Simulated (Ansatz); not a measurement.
## HgTe: a changed input and its effect

System: HgTe (F-43m, 2 atoms in the cell).
Method of run A: DFT r2SCAN, scalar-relativistic, plane waves, PAW, no spin polarisation (Ansatz 0.2.0).

The structure derives from an entry of the Crystallography Open Database. Text and figures count atoms from 1; the logs count them from 0 in places.

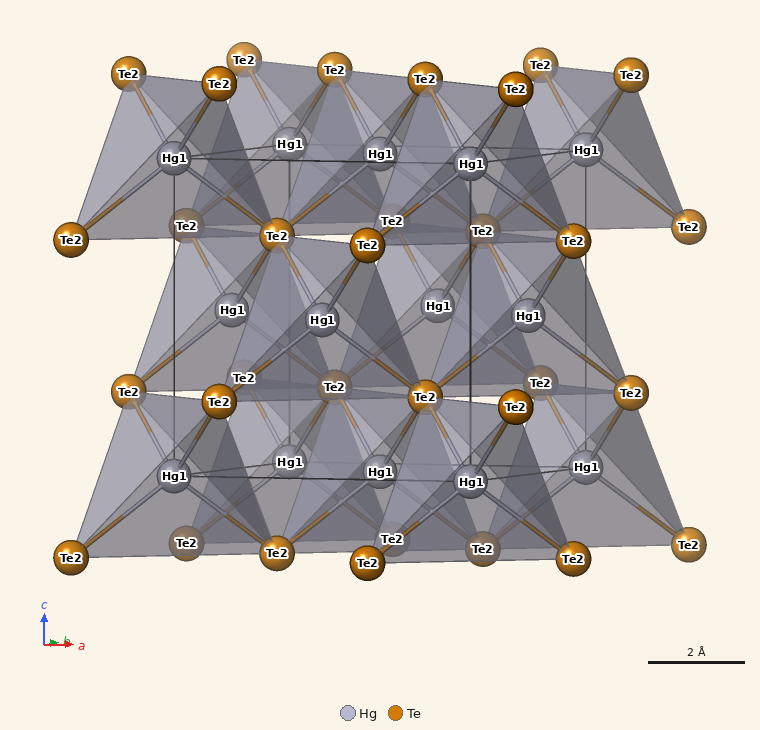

The structure as given in the input (polyhedral view of the cell 4 times as large as that of the calculation, set on its symmetry axes, seen at an oblique angle; polyhedra are completed across the faces of the cell; atoms are numbered from 1 in the order of the input). An atom can appear more than once, as a periodic image.

## The input, run A
```yaml
crystal:
  lattice:
    - [0.0, 3.326407798, 3.326407798]
    - [3.326407798, 0.0, 3.326407798]
    - [3.326407798, 3.326407798, 0.0]
  atoms:
    - { symbol: Hg, position: [0.0, 0.0, 0.0] }
    - { symbol: Te, position: [0.25, 0.25, 0.25] }
basis:
  ecutwfc: 500
kpoints:
  mp_grid: { grid: [12, 12, 12] }
  band_path:
    path:
      - [[0.0, 0.0, 0.0], [-0.5, -0.5, 0.0], [-0.375, -0.375, 0.25]]
      - [[-0.375, 0.0, 0.375], [0.0, 0.0, 0.0], [0.0, 0.0, 0.5], [-0.5, -0.25, 0.25], [-0.5, -0.5, 0.0]]
    npoints: 14
hamiltonian:
  xc: r2scan
scf:
  occupations: { method: gaussian, width: 0.1 }
  n_extra_bands: 6
output:
  forces: true
  stress: true
  eigenvalues: true
  populations: true
  dos: { projected: true, de: 0.02, nscf_kmesh: { grid: [18, 18, 18] } }
  bader: true
  write_density: true
  write_potential: true
  elf: true
  volumetric_format: npy
```

Launched with:
```bash
ansatz run input.yaml --threads 1 --pin off --max-ram 2560MiB --backend cpu --events-out ev --progress --plain --runs-dir out
```

Hardware: 1 thread of Arm Neoverse V1, 24 GiB of memory available, shared host.

## Output, shortened to warnings, some set-up lines, iterations and results (run A)
```
Basis set: ecut = 500 eV, 1893 PW (Γ), exchange–correlation on 144×144×144 points (64 copies of the dense FFT grid, shifted against one another)
Symmetry: 24 space group operations
k-points: 72 of 1728 (time reversal used)
Initial density: superposition of atomic densities (neutral atoms: chi_scale 0, normalization atom), corrected by the library's trained network
[...]
SCF iter   1: F=—  HF=-20823.033850 eV  |F-HF|=—  |Δ(HF+E_count)|=         —  Δρ=5.83e-3  dr2=2.11e-2  dr2_τ=1.53e-2  ethr=1.77e-3  ⟨swp⟩=6.2  Hψ=8361  notcnv=0  defer=12
SCF iter   2: F=—  HF=-20823.033299 eV  |F-HF|=—  |Δ(HF+E_count)|=   5.52e-4  Δρ=2.82e-3  dr2=3.26e-3  dr2_τ=1.38e-3  ethr=5.85e-5  ⟨swp⟩=2.0  Hψ=3215  notcnv=0  defer=107
SCF iter   3: F=—  HF=-20823.032969 eV  |F-HF|=—  |Δ(HF+E_count)|=   3.30e-4  Δρ=1.49e-3  dr2=4.66e-4  dr2_τ=8.14e-5  ethr=9.05e-6  ⟨swp⟩=2.0  Hψ=2191  notcnv=0  defer=107
SCF iter   4: F=—  HF=-20823.033182 eV  |F-HF|=—  |Δ(HF+E_count)|=   2.13e-4  Δρ=1.72e-4  dr2=8.96e-6  dr2_τ=2.45e-6  ethr=1.30e-6  ⟨swp⟩=2.0  Hψ=2269  notcnv=0  defer=107
SCF iter   5: F=—  HF=-20823.033183 eV  |F-HF|=—  |Δ(HF+E_count)|=   8.83e-7  Δρ=2.59e-5  dr2=3.49e-7  dr2_τ=2.01e-8  ethr=2.49e-8  ⟨swp⟩=2.0  Hψ=2802  notcnv=0  defer=107
SCF iter   6: F=-20823.033183 eV  HF=-20823.033183 eV  |F-HF|=1.33e-8  |Δ(HF+E_count)|=   2.93e-7  Δρ=9.11e-6  dr2=2.62e-8  dr2_τ=3.56e-9  ethr=2.78e-10  ⟨swp⟩=14.0  Hψ=13126 …
SCF 1 converged in 6 iterations: F = -20823.033183 eV  dr2 = 2.62e-8
NSCF: frozen V_eff on 86 k-points
NSCF: frozen V_eff on 195 k-points
SCF converged after 6 iterations
Free energy (F): -20823.033183 eV
Harris-Foulkes:  -20823.033183 eV  (|F-HF|=1.33e-8)
Internal energy: -20823.033020 eV  (E = F + TS)
E sigma→0 (E₀):  -20823.033101 eV
Entropy (-TS):   -0.000163 eV (-0.082 meV/atom)
Fermi energy:    7.227031 eV
--- Per-component energies (eV) ---
  E_band       = -843.221612
  E_kinetic    = 781.932413
  E_local      = -4992.955748  (includes V_loc(G=0)·N_el)
  E_nonlocal   = -235.839044
  E_hartree    = 2414.139488
  E_xc         = -321.994077
  E_vxc        = -399.869067  (∫ρ·V_xc dr)
  E_paw        = -14658.047996  (= ΣΔE_a)
  E_vpaw       = -851.784374  (= ΣTr[D̂ρ^β])
  E_aug_tail   = 0.000351  (compensation charges beyond the density's cutoff)
  E_vtau       = 27.017381  (kinetic-family band-sum trace: ∫τ·v_τ [+ j·A + Jᵃ·Aᵃ] dr)
  E_ewald      = -3810.404334
  E_core_change = 0.135928  (= ΣΔE_core)
  E_smearing   = -0.000163  (= −TS)
  E_closure    = -0.000000  (closes the sum)
  Σ components = -20823.033183   (vs F -20823.033183, Δ=0.00e0)
--- Forces (eV/Å), atoms counted from 1 ---
  atom   1  Hg     0.00000000     0.00000000     0.00000000
  atom   2  Te    -0.00000000     0.00000000     0.00000000
  max |Σ_I F_I| component: 8.56e-17 eV/Å
--- Stress (GPa, compression-positive) ---
       -1.327044      -0.000000      -0.000000
       -0.000000      -1.327044       0.000000
       -0.000000       0.000000      -1.327044
  P = ⅓ Tr σ = -1.3270 GPa (-13.270 kbar)
--- Löwdin populations: 2 sites ---
  site symbol       q [e]
     0     Hg     19.0367
     1     Te     16.7453
  spilling = 0.006057 (of n_electrons = 36.000000)
--- Bader charges: 2 sites ---
  site symbol  charge [e]  shift [e]
     0     Hg      0.1950     0.0000
     1     Te     -0.1950     0.0000
  estimated error of the sums over rays = 1.6e-4 e
```

For run B the input was changed thus:
```diff
-  ecutwfc: 500
+  ecutwfc: 420
-  xc: r2scan
+  xc: pbe
```

Predict how the results change.

The total energies belong to different methods, so their difference says nothing on which is more stable or more accurate. The pressure goes from −1.33 to −0.03 GPa. The functional changes from r2SCAN to PBE. The number of SCF iterations is the same. The plane waves at Γ go from 1893 to 1459. On the same kind of shared host run B took about 0.6 times as long.

## Output, shortened to warnings, some set-up lines, iterations and results (run B)
```
Basis set: ecut = 420 eV, 1459 PW (Γ), exchange–correlation on 64×64×64 points (8 copies of the dense FFT grid, shifted against one another)
Symmetry: 24 space group operations
k-points: 72 of 1728 (time reversal used)
Initial density: superposition of atomic densities (neutral atoms: chi_scale 0, normalization atom), corrected by the library's trained network
[...]
SCF iter   1: F=—  HF=-20793.749662 eV  |F-HF|=—  |Δ(HF+E_count)|=         —  Δρ=1.20e-3  dr2=2.48e-3  ethr=1.77e-3  ⟨swp⟩=6.1  Hψ=8259  notcnv=0  defer=12
SCF iter   2: F=—  HF=-20793.749468 eV  |F-HF|=—  |Δ(HF+E_count)|=   1.93e-4  Δρ=5.29e-4  dr2=2.45e-4  ethr=6.88e-6  ⟨swp⟩=2.1  Hψ=2964  notcnv=0  defer=14
SCF iter   3: F=—  HF=-20793.749584 eV  |F-HF|=—  |Δ(HF+E_count)|=   1.16e-4  Δρ=2.07e-4  dr2=2.96e-5  ethr=6.81e-7  ⟨swp⟩=2.0  Hψ=2198  notcnv=0  defer=14
SCF iter   4: F=—  HF=-20793.749677 eV  |F-HF|=—  |Δ(HF+E_count)|=   9.35e-5  Δρ=7.93e-5  dr2=5.00e-6  ethr=8.23e-8  ⟨swp⟩=2.0  Hψ=2262  notcnv=0  defer=14
SCF iter   5: F=—  HF=-20793.749701 eV  |F-HF|=—  |Δ(HF+E_count)|=   2.38e-5  Δρ=1.62e-5  dr2=1.74e-7  ethr=1.39e-8  ⟨swp⟩=2.0  Hψ=2271  notcnv=0  defer=14
SCF iter   6: F=-20793.749703 eV  HF=-20793.749703 eV  |F-HF|=3.21e-8  |Δ(HF+E_count)|=   1.60e-6  Δρ=2.42e-6  dr2=5.28e-9  ethr=2.78e-10  ⟨swp⟩=14.7  Hψ=13371  notcnv=0
SCF 1 converged in 6 iterations: F = -20793.749703 eV  dr2 = 5.28e-9
NSCF: frozen V_eff on 86 k-points
NSCF: frozen V_eff on 195 k-points
SCF converged after 6 iterations
Free energy (F): -20793.749703 eV
Harris-Foulkes:  -20793.749703 eV  (|F-HF|=3.21e-8)
Internal energy: -20793.749538 eV  (E = F + TS)
E sigma→0 (E₀):  -20793.749621 eV
Entropy (-TS):   -0.000165 eV (-0.082 meV/atom)
Fermi energy:    7.473993 eV
--- Per-component energies (eV) ---
  E_band       = -807.422295
  E_kinetic    = 782.740553
  E_local      = -4989.418785  (includes V_loc(G=0)·N_el)
  E_nonlocal   = -237.676505
  E_hartree    = 2411.608982
  E_xc         = -343.852055
  E_vxc        = -365.250806  (∫ρ·V_xc dr)
  E_paw        = -14606.748126  (= ΣΔE_a)
  E_vpaw       = -821.037467  (= ΣTr[D̂ρ^β])
  E_aug_tail   = 0.000731  (compensation charges beyond the density's cutoff)
  E_ewald      = -3810.404334
  E_smearing   = -0.000165  (= −TS)
  E_closure    = 0.000000  (closes the sum)
  Σ components = -20793.749703   (vs F -20793.749703, Δ=0.00e0)
--- Forces (eV/Å), atoms counted from 1 ---
  atom   1  Hg     0.00000000    -0.00000000    -0.00000000
  atom   2  Te    -0.00000000     0.00000000     0.00000000
  max |Σ_I F_I| component: 1.23e-16 eV/Å
--- Stress (GPa, compression-positive) ---
       -0.033528      -0.000000      -0.000000
        0.000000      -0.033528       0.000000
       -0.000000       0.000000      -0.033528
  P = ⅓ Tr σ = -0.0335 GPa (-0.335 kbar)
--- Löwdin populations: 2 sites ---
  site symbol       q [e]
     0     Hg     19.0668
     1     Te     16.7100
  spilling = 0.006200 (of n_electrons = 36.000000)
--- Bader charges: 2 sites ---
  site symbol  charge [e]  shift [e]
     0     Hg      0.1315     0.0000
     1     Te     -0.1315     0.0000
  estimated error of the sums over rays = 3.1e-4 e
```

## The two runs side by side

| quantity | run A | run B |
| --- | --- | --- |
| outcome | converged | converged |
| free energy per atom (eV) | −10411.5166 | −10396.8749 |
| gap on the mesh (eV) | 0.00 | 0.00 |
| pressure (GPa) | −1.33 | −0.03 |
| largest force (eV/Å) | 0.000 | 0.000 |
| SCF iterations | 6 | 6 |
| irreducible k-points | 72 | 72 |
| plane waves at Γ | 1893 | 1459 |
| wall time (shared host) | 97 s | 58 s |

For both runs: Spin–orbit coupling is left out, which matters for Hg.
